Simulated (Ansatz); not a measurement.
Single-point calculation of InSe

The run: single-point calculation of InSe (slab, 8 atoms in the cell). Method and program: DFT PBE+D3(BJ), scalar-relativistic, plane waves, PAW, PAW set soft_1, no spin polarisation (Ansatz 0.2.0).

The structure derives from an entry of the Crystallography Open Database. Figures and captions count atoms from 1; the log counts them from 0 in places.

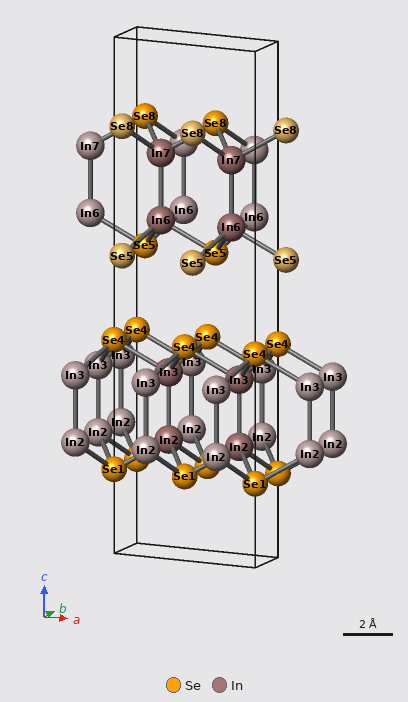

Fig. 1: The structure (ball-and-stick view of the 2 × 1 repeat of the cell, with the vacuum cut short, seen slightly off an axis; neighbours outside the cell are drawn fainter; atoms are numbered from 1 in the order of the input).

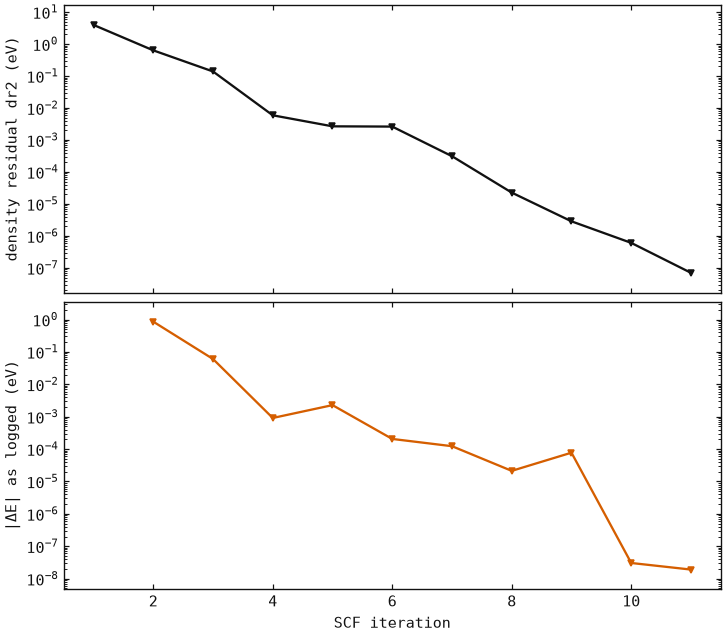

Fig. 2: Convergence of the self-consistent field: density residual dr2 and size of the energy change against the SCF iteration. The residual falls at every step.

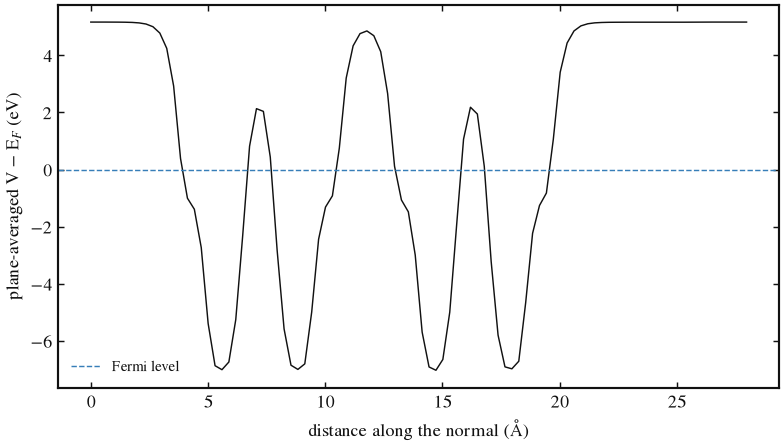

Fig. 3: Plane average of the electrostatic potential energy of an electron across the cell, from the Fermi level. The vacuum level lies 5.16 eV above the Fermi level.

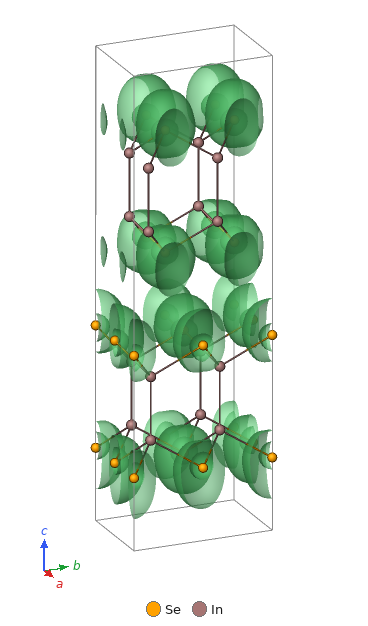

Fig. 4: Isosurface of the ELF at 0.65 (green), seen slightly off an axis. Core shells and regions of very low density are left out. Sticks mark near contacts. Counts are for one cell; the picture repeats the cell along the surface. Profiles from the grid: In–Se (2.66 Å): the ELF is about 0.50 at the midpoint. In–In (2.79 Å): the ELF is about 0.55 at the midpoint. Core electrons are frozen (PAW), so the fields are smoothed inside the atomic spheres.

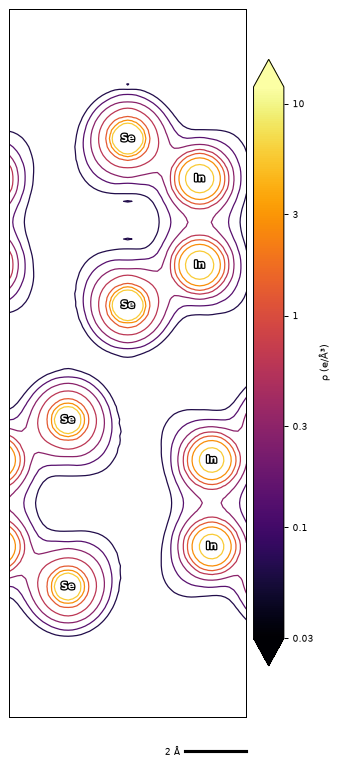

Fig. 5: Valence pseudo-density on the (110) plane of the calculation cell, a cut from vacuum to vacuum. Atoms in the plane: Se and In. In–Se (2.66 Å): ρ at the midpoint is about 0.39 e/Å³. In–In (2.79 Å): the density is about 0.33 e/Å³ at the midpoint. The density dies away to nearly zero in the vacuum.

The input that produced these results follows, with the program's output.

**The input**
```yaml
crystal:
  lattice:
    - [4.0266103962, 0.0, 0.0]
    - [-2.0133051981, 3.4871468942, 0.0]
    - [0.0, 0.0, 28.270710502]
  atoms:
    - { symbol: Se, position: [0.0, 0.0, 0.1591753415] }
    - { symbol: In, position: [0.6666666667, 0.3333333333, 0.204997989] }
    - { symbol: In, position: [0.6666666667, 0.3333333333, 0.3038451602] }
    - { symbol: Se, position: [0.0, 0.0, 0.349667733] }
    - { symbol: Se, position: [0.2222222222, 0.6666666667, 0.480898959] }
    - { symbol: In, position: [-0.4444444444, 0.3333333333, 0.5267216065] }
    - { symbol: In, position: [-0.4444444444, 0.3333333333, 0.6255687776] }
    - { symbol: Se, position: [0.2222222222, 0.6666666667, 0.6713913504] }
basis:
  ecutwfc: 420
kpoints:
  mp_grid: { grid: [9, 9, 1] }
hamiltonian:
  xc: pbe
  pseudopotentials: { kind: paw, azcp: { folder: soft_1 } }
  dispersion: d3bj
scf:
  occupations: { method: gaussian, width: 0.05 }
output:
  forces: true
  eigenvalues: true
  write_density: true
  write_potential: true
  elf: true
  volumetric_format: npy
efield:
  axis: 3
  dipole_correction: true
  ramp_width: 0.04
```

Run as:
```bash
ansatz run input.yaml --threads 1 --pin off --max-ram 3072MiB --backend cpu --events-out ev --progress --plain --runs-dir out
```

**What the program printed**
```
Engine: ansatz 0.2.0, x86_64-unknown-linux-gnu
Pseudopotentials: kind: paw
Pseudopotential: Se, paw, valence charge 16, recommended cutoff 420 eV (normal), [file]
Pseudopotential: In, paw, valence charge 13, recommended cutoff 420 eV (normal), [file]
Functional definition: PBE
  parameter kappa = 0.804
  parameter beta = 0.06672455060314922
  exchange = pbe_x(kappa = kappa, mu = beta*pi^2/3)
  correlation = pbe_c(beta = beta)
Crystal: 8 atoms, lattice volume = 396.960 Å³
Basis set: ecut = 420 eV, 7811 PW (Γ), exchange–correlation on 54×54×384 points (8 copies of the dense FFT grid, shifted against one another)
Bands: 70, of which v1, the nominal top of the filled ones, is band 58 counted from 1 (57 counted from 0)
Symmetry: 1 space group operations
k-points: 41 of 81 (time reversal used)
Non-local potential: Se, projectors of the file, l = 0: 2, l = 1: 2, l = 2: 3, l = 3: 1
Non-local potential: In, projectors of the file, l = 0: 2, l = 1: 2, l = 2: 2, l = 3: 1
PAW form: soft (Blöchl's): semilocal exchange-correlation on the pseudo side does not see the compensation charge
PAW one-centre angular grid: Se, 590 points (default); XC on 64 Gauss nodes
PAW one-centre angular grid: In, 590 points (default); XC on 64 Gauss nodes
Initial density: superposition of atomic densities (neutral atoms: chi_scale 0, normalization atom)
Initial wavefunctions: pseudopotential atomic-orbital guess
Functional: x = pbe(κ = 0.804, μ = 0.2195149727645171), c = pbe(β = 0.06672455060314922)
SCF iter   1: F=—  HF=-44275.059595 eV  |F-HF|=—  |Δ(HF+E_count)|=         —  Δρ=2.26e-2  dr2=3.97e0  ethr=3.10e-3  p=-0.000 e·Å  D=-2.03e-6 V/Å  ΔV_dip=0.00 eV  dr2_dipole=1.31e-9  V_vac-E_F(+/−)=5.70/5.70 eV  ⟨swp⟩=7.0  Hψ=11997  notcnv=0  defer=17
efield: sawtooth ramp at fractional position 0.8953 (placed from the atoms, in the widest stretch of the axis that holds none; the zero of the levels goes with the place), width 0.0400; the density the first Hamiltonian is built on has a dipole p = -0.000 e·Å; the dipole correction subtracts the counter field D = -2.03e-6 V/Å, which shifts the + side's vacuum level by +0.00 eV against the − side's; the planar-averaged density in the ramp window peaks in size at 4.6e-6 e/Å³
preconditioner: auto → Resta (q_TF=auto, 2.223 Å⁻¹)  ε∞=2.4  [insulator: Δε(μ)=1.412 eV  Ē_g=13.571 eV  σ=0.050 eV  W_gap=1.00  n_scr=86 (ndim 8)  ℏωp=16.2 eV  f_vac=0.397  D(μ)=0.00/eV (n_scr^D=0)  ε∞_Penn≈2.4  vacuum switching on, ρ_ref=1.3e-2 e/Å³]
SCF iter   2: F=—  HF=-44274.199419 eV  |F-HF|=—  |Δ(HF+E_count)|=   8.60e-1  Δρ=1.11e-2  dr2=6.36e-1  ethr=3.10e-3  p=-0.000 e·Å  D=-8.37e-6 V/Å  ΔV_dip=0.00 eV  dr2_dipole=1.24e-8  V_vac-E_F(+/−)=5.70/5.70 eV  ⟨swp⟩=3.1  Hψ=4183  notcnv=0  defer=300
SCF iter   3: F=—  HF=-44274.138918 eV  |F-HF|=—  |Δ(HF+E_count)|=   6.05e-2  Δρ=5.92e-3  dr2=1.39e-1  ethr=5.48e-4  p=0.000 e·Å  D=3.28e-5 V/Å  ΔV_dip=-0.00 eV  dr2_dipole=9.98e-8  V_vac-E_F(+/−)=5.30/5.31 eV  ⟨swp⟩=3.3  Hψ=4077  notcnv=0  defer=300
SCF iter   4: F=—  HF=-44274.138004 eV  |F-HF|=—  |Δ(HF+E_count)|=   9.14e-4  Δρ=1.19e-3  dr2=5.93e-3  ethr=1.20e-4  p=-0.000 e·Å  D=-7.88e-5 V/Å  ΔV_dip=0.00 eV  dr2_dipole=8.04e-7  V_vac-E_F(+/−)=5.21/5.20 eV  ⟨swp⟩=2.0  Hψ=3386  notcnv=0  defer=300
SCF iter   5: F=—  HF=-44274.140287 eV  |F-HF|=—  |Δ(HF+E_count)|=   2.28e-3  Δρ=3.41e-4  dr2=2.68e-3  ethr=5.11e-6  p=0.001 e·Å  D=2.34e-4 V/Å  ΔV_dip=-0.01 eV  dr2_dipole=6.90e-6  V_vac-E_F(+/−)=5.14/5.14 eV  ⟨swp⟩=2.0  Hψ=4132  notcnv=0  defer=300
SCF iter   6: F=—  HF=-44274.140493 eV  |F-HF|=—  |Δ(HF+E_count)|=   2.06e-4  Δρ=2.60e-4  dr2=2.63e-3  ethr=2.31e-6  p=-0.001 e·Å  D=-2.63e-4 V/Å  ΔV_dip=0.01 eV  dr2_dipole=8.49e-6  V_vac-E_F(+/−)=5.19/5.18 eV  ⟨swp⟩=2.0  Hψ=2972  notcnv=0  defer=300
SCF iter   7: F=—  HF=-44274.140370 eV  |F-HF|=—  |Δ(HF+E_count)|=   1.23e-4  Δρ=1.16e-4  dr2=3.12e-4  ethr=2.27e-6  p=-0.000 e·Å  D=-6.77e-5 V/Å  ΔV_dip=0.00 eV  dr2_dipole=5.52e-7  V_vac-E_F(+/−)=5.17/5.17 eV  ⟨swp⟩=1.5  Hψ=2673  notcnv=0  defer=300
SCF iter   8: F=—  HF=-44274.140392 eV  |F-HF|=—  |Δ(HF+E_count)|=   2.13e-5  Δρ=3.65e-5  dr2=2.27e-5  ethr=2.69e-7  p=-0.000 e·Å  D=-9.77e-5 V/Å  ΔV_dip=0.00 eV  dr2_dipole=1.19e-6  V_vac-E_F(+/−)=5.16/5.16 eV  ⟨swp⟩=2.0  Hψ=2922  notcnv=0  defer=300
SCF iter   9: F=—  HF=-44274.140469 eV  |F-HF|=—  |Δ(HF+E_count)|=   7.76e-5  Δρ=1.18e-5  dr2=2.87e-6  ethr=1.96e-8  p=0.000 e·Å  D=1.26e-4 V/Å  ΔV_dip=-0.00 eV  dr2_dipole=1.99e-6  V_vac-E_F(+/−)=5.16/5.16 eV  ⟨swp⟩=2.0  Hψ=3988  notcnv=0  defer=300
SCF iter  10: F=—  HF=-44274.140469 eV  |F-HF|=—  |Δ(HF+E_count)|=   3.05e-8  Δρ=6.87e-6  dr2=6.08e-7  ethr=2.47e-9  p=-0.000 e·Å  D=-6.27e-5 V/Å  ΔV_dip=0.00 eV  dr2_dipole=4.66e-7  V_vac-E_F(+/−)=5.16/5.16 eV  ⟨swp⟩=2.0  Hψ=3406  notcnv=0  defer=300
SCF iter  11: F=-44274.140469 eV  HF=-44274.140469 eV  |F-HF|=3.74e-8  |Δ(HF+E_count)|=   1.91e-8  Δρ=3.33e-6  dr2=7.04e-8  ethr=8.62e-11  p=-0.000 e·Å  D=-1.72e-5 V/Å  ΔV_dip=0.00 eV  dr2_dipole=3.45e-8  V_vac-E_F(+/−)=5.16/5.16 eV  ⟨swp⟩=17.1  Hψ=22866  notcnv=0
SCF 1 converged in 11 iterations: F = -44274.140469 eV  dr2 = 7.04e-8
  greatest PAW one-centre occupation: 1.000 electrons in one spin orbital (limit 2), on the Se atom at site 3 (counted from 0), in its partial waves of l = 2
WARN: The output density's exchange-correlation potential varies sharply where the density is thin. Do not read a vacuum level from v_tot or v_xc, or from such a field of the output density. On a cell that repeats whose density bears no net charge and no dipole along the vacuum's axis use v_es (v_loc + v_h of the components); under efield.dipole_correction with no amplitude use v_es + v_field, which holds any external_charges[].barrier, or the levels of the report's work_function block, which leave it out; under a non-zero efield.amplitude the vacuum is tilted and has no level; on a cell that repeats and bears such a dipole with no correction it is tilted too, and efield.dipole_correction with no amplitude gives each side of its ramp a level where efield: is served; in a cell that repeats whose density bears a net charge (total_charge, or a fill off its count) it is curved and has none; of a slab under crystal.periodic whose density bears no net charge use v_es, which has a level on each side, short of where the two are joined; of another it falls or rises all the way out and has none; of a slab beside external_charges read slab_vacuum_level instead, which it has where they leave it neutral. The grid or the basis barely resolves most such structure, and the values can differ between equally converged runs; as a rule a tighter scf.convergence.dr2_threshold does not remove it. Where the density itself ripples (under the LDA too) a higher basis.ecutwfc lessens it. The files hold the spikes' plane waves up to the density's cutoff. Files: v_tot_of_output_density and the like, and their columns of v_z.tsv (output.write_potential); v_xc_of_output_density and the like, and their columns of v_comp_z.tsv (output.write_potential_components). Measured: with its Gaussian average of σ = 0.25 Å subtracted twice, the exchange-correlation potential is over 0.1 eV at 1 of the grid points where the equally averaged density (valence and model cores) is under 1e-3 e/Å³, and 0.115 eV at the most among them, at an averaged density of 1.3e-8 e/Å³. See output.write_potential in the manual, Limitations
SCF converged after 11 iterations
Free energy (F): -44274.140469 eV
Harris-Foulkes:  -44274.140469 eV  (|F-HF|=3.74e-8)
Internal energy: -44274.140469 eV  (E = F + TS)
E sigma→0 (E₀):  -44274.140469 eV
Fermi energy:    2.120439 eV
Dipole field:    D = 0.000160 V/Å  (p = 0.000351 e·Å, saw-weighted, corrected)
Work function:   Φ+ = 5.1574 eV   Φ− = 5.1619 eV
Levels:          The Fermi level and band energies are counted from a zero that moves with the ramp; work functions are not
--- Per-component energies (eV) ---
  E_band       = -2425.538333
  E_kinetic    = 1314.372394
  E_local      = -75904.399394  (includes V_loc(G=0)·N_el)
  E_nonlocal   = -108.721387
  E_hartree    = 37426.449326
  E_xc         = -910.358987
  E_vxc        = -716.458657  (∫ρ·V_xc dr)
  E_paw        = -25358.711295  (= ΣΔE_a)
  E_vpaw       = -1863.234821  (= ΣTr[D̂ρ^β])
  E_aug_tail   = -0.000879  (compensation charges beyond the density's cutoff)
  E_efield     = 0.000000  (sawtooth field / dipole correction)
  E_vefield    = 0.000000  (∫n·V_field dr)
  E_ewald      = 19269.199182
  E_disp       = -1.969428  (pairwise vdW)
  E_smearing   = -0.000000  (= −TS)
  E_closure    = -0.000000  (closes the sum)
  Σ components = -44274.140469   (vs F -44274.140469, Δ=0.00e0)
--- Forces (eV/Å), atoms counted from 1 ---
  atom   1  Se    -0.00031107     0.00008090     0.00269799
  atom   2  In    -0.00079361     0.00022425     0.00087570
  atom   3  In     0.00273600    -0.00013738     0.03741719
  atom   4  Se    -0.00767807     0.00250210     0.06739425
  atom   5  Se     0.00767799    -0.00250219    -0.06751012
  atom   6  In    -0.00273562     0.00013734    -0.03731592
  atom   7  In     0.00079354    -0.00022422    -0.00077442
  atom   8  Se     0.00031101    -0.00008088    -0.00281754
  max |Σ_I F_I| component: 3.29e-5 eV/Å
--- Band table (eV; the first three rows and the last of 41) ---
  k-point 0: bands = ["-45.3615", "-45.3615", "-45.3614", "-45.3614", "-45.3521", "-45.3521", "-45.3516", "-45.3516", "-45.3343", "-45.3342", "-45.3342", "-45.3342", "-45.3241", "-45.3240", "-45.3235", "-45.3234", "-45.3230", "-45.3229", "-45.3127", "-45.3123", "-12.7231", "-12.7229", "-12.5382", "-12.5380", "-12.5379", "-12.5377", "-12.4550", "-12.4549", "-12.4548", "-12.4547", "-12.4479", "-12.4478", "-12.4476", "-12.4476", "-12.2717", "-12.2717", "-12.2715", "-12.2714", "-12.2406", "-12.2396", "-11.2463", "-11.2046", "-11.1069", "-11.0703", "-4.0980", "-4.0238", "-1.8763", "-1.6444", "0.8115", "0.8336", "0.8347", "0.8498", "0.8969", "0.9077", "0.9091", "0.9277", "0.9798", "1.4408", "2.7610", "3.1703", "4.1138", "4.1748", "6.3500", "6.3541", "6.3732", "6.3776", "6.8176", "7.0017", "7.5527", "7.6090"]
  k-point 1: bands = ["-45.3615", "-45.3615", "-45.3614", "-45.3614", "-45.3521", "-45.3521", "-45.3516", "-45.3516", "-45.3343", "-45.3343", "-45.3342", "-45.3342", "-45.3240", "-45.3240", "-45.3235", "-45.3234", "-45.3230", "-45.3230", "-45.3127", "-45.3122", "-12.7224", "-12.7222", "-12.5781", "-12.5774", "-12.5364", "-12.5361", "-12.4997", "-12.4988", "-12.4513", "-12.4511", "-12.4467", "-12.4465", "-12.4416", "-12.4413", "-12.2994", "-12.2988", "-12.2727", "-12.2725", "-12.2017", "-12.2014", "-11.1231", "-11.0832", "-10.9903", "-10.9554", "-4.0306", "-3.9654", "-1.8901", "-1.7162", "0.1055", "0.1993", "0.2505", "0.3546", "0.6733", "0.6968", "0.7687", "0.7884", "1.1212", "1.4751", "3.3728", "3.6453", "4.7042", "4.7550", "5.7410", "5.7895", "6.4629", "6.4884", "6.8815", "6.9991", "7.1584", "7.3108"]
  k-point 2: bands = ["-45.3614", "-45.3614", "-45.3614", "-45.3613", "-45.3521", "-45.3520", "-45.3516", "-45.3515", "-45.3343", "-45.3343", "-45.3342", "-45.3342", "-45.3240", "-45.3240", "-45.3235", "-45.3234", "-45.3230", "-45.3230", "-45.3127", "-45.3122", "-12.7345", "-12.7337", "-12.6471", "-12.6460", "-12.5928", "-12.5911", "-12.5344", "-12.5342", "-12.4593", "-12.4591", "-12.4261", "-12.4259", "-12.4229", "-12.4226", "-12.3190", "-12.3185", "-12.2752", "-12.2750", "-12.1596", "-12.1594", "-10.8116", "-10.7758", "-10.6938", "-10.6631", "-3.9031", "-3.8675", "-2.1601", "-2.1175", "-0.9053", "-0.7718", "-0.4931", "-0.2130", "0.3339", "0.3636", "0.4647", "0.4916", "1.1405", "1.3729", "3.9413", "4.0957", "4.3746", "4.5048", "6.0101", "6.0637", "6.2552", "6.3776", "6.6079", "6.6394", "7.3547", "7.4965"]
  k-point 40: bands = ["-45.3614", "-45.3614", "-45.3612", "-45.3612", "-45.3521", "-45.3519", "-45.3516", "-45.3514", "-45.3343", "-45.3343", "-45.3343", "-45.3343", "-45.3239", "-45.3239", "-45.3235", "-45.3235", "-45.3230", "-45.3230", "-45.3126", "-45.3121", "-12.8119", "-12.8101", "-12.7075", "-12.7057", "-12.6676", "-12.6673", "-12.5412", "-12.5410", "-12.4665", "-12.4663", "-12.3967", "-12.3965", "-12.3937", "-12.3934", "-12.3297", "-12.3294", "-12.2819", "-12.2817", "-12.1156", "-12.1153", "-10.2338", "-10.2049", "-10.1462", "-10.1237", "-4.0617", "-4.0469", "-3.1730", "-3.1494", "-1.3328", "-1.2184", "-0.5348", "-0.5076", "-0.4323", "-0.4197", "-0.2183", "-0.0324", "0.6483", "0.7749", "3.8851", "3.9402", "4.0673", "4.1146", "5.8464", "5.9125", "6.0164", "6.0850", "6.2572", "6.3701", "8.1122", "8.1522"]
```

**Summary**

| quantity | value |
| --- | --- |
| outcome | converged |
| electrons treated | 116 |
| free energy | −44274.1405 eV |
| work function, top face | 5.16 eV |
| work function, bottom face | 5.16 eV |
| Fermi energy | 2.120 eV |
| gap on the k-point mesh | 1.28 eV |
| work function (upper face) | 5.16 eV |
| largest force (length of the vector) | 0.068 eV/Å |
| hardware | 1 thread of AMD EPYC (Zen 5), 32 GiB of memory available, shared host |
| wall time | 45 s |
| peak memory | 1.1 GiB |

**Notes**

The program warns: the exchange-correlation potential is rough where the density is thin.
